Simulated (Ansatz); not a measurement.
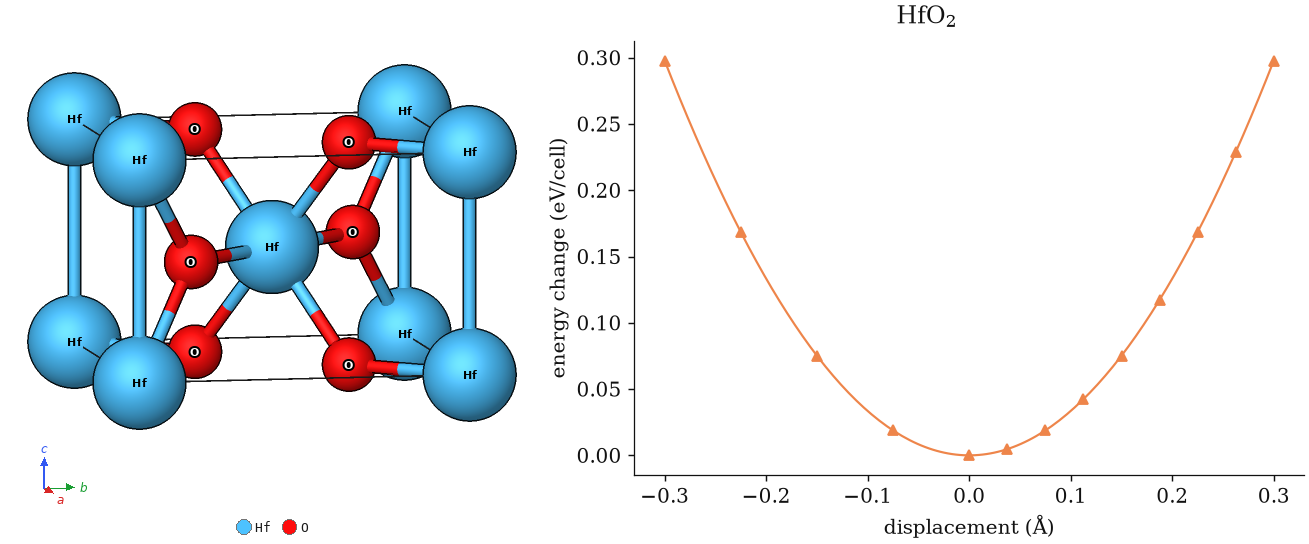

The plot gives the computed energy change against displacement for HfO₂, space group P4_2/mnm (No. 136). The cell is drawn beside the plot.

Structure:
```yaml
crystal:
  lattice:
    - [4.81353, 0.00000, 0.00000]
    - [0.00000, 4.81353, 0.00000]
    - [0.00000, 0.00000, 3.20542]
  atoms:
    - { symbol: Hf, position: [0.00000, 0.00000, 0.00000] }
    - { symbol: Hf, position: [0.50000, 0.50000, 0.50000] }
    - { symbol: O, position: [0.19496, 0.80504, 0.50000] }
    - { symbol: O, position: [0.30504, 0.30504, 0.00000] }
    - { symbol: O, position: [0.69496, 0.69496, 0.00000] }
    - { symbol: O, position: [0.80504, 0.19496, 0.50000] }
```

How it was computed, with Ansatz 0.2.0: one atom of a crystal moved along a line, all else fixed, by plane-wave density functional theory with PAW datasets, free energies less that of the undisturbed cell, pressure positive in compression; scalar-relativistic. Level: r2SCAN, no spin polarisation.

wave cutoff 500 eV; k mesh 6×6×8; occupations Gaussian; smearing width 0.05 eV; k shift (0, 0, 0) (mesh steps); start as given; moved atom 3; direction (0.5774, 0.5774, 0.5774) (Cartesian unit vector).

The points at displacement −0.225, −0.075, 0.15 and 0.3 follow from computed ones by symmetry.

From this curve and the settings, what does the calculation give for the force along the direction (sum over moved atoms), pressure and gap on the k mesh at the same points?

The force along the direction (sum over moved atoms) falls from 1.96 eV/Å at displacement −0.3000 Å to −1.96 eV/Å at 0.3000 Å, and changes sign near 0.000 Å. The pressure goes from 4.013 GPa at displacement −0.3000 Å to 4.013 GPa at 0.3000 Å, not monotonically, with a low of 3.563 GPa at 0.0000 Å. The gap on the k mesh stays open and runs from 4.608 eV at displacement −0.3000 Å to 4.608 eV at 0.3000 Å, with its least value, 4.590 eV, at 0.0000 Å.

```
displacement (Å)  force along the direction (sum over moved atoms) (eV/Å)  pressure (GPa)  gap on the k mesh (eV)
         -0.3000                                                     1.96           4.013                   4.608
         -0.2250                                                     1.49           3.824                   4.602
         -0.1500                                                     1.00           3.682                   4.596
         -0.0750                                                     0.50           3.593                   4.592
          0.0000                                                     0.00           3.563                   4.590
          0.0375                                                    -0.25           3.570                   4.591
          0.0750                                                    -0.50           3.593                   4.592
          0.1125                                                    -0.75           3.630                   4.593
          0.1500                                                    -1.00           3.682                   4.596
          0.1875                                                    -1.24           3.747                   4.599
          0.2250                                                    -1.49           3.824                   4.602
          0.2625                                                    -1.73           3.913                   4.605
          0.3000                                                    -1.96           4.013                   4.608
```

Caveats: reference crystal is not relaxed.
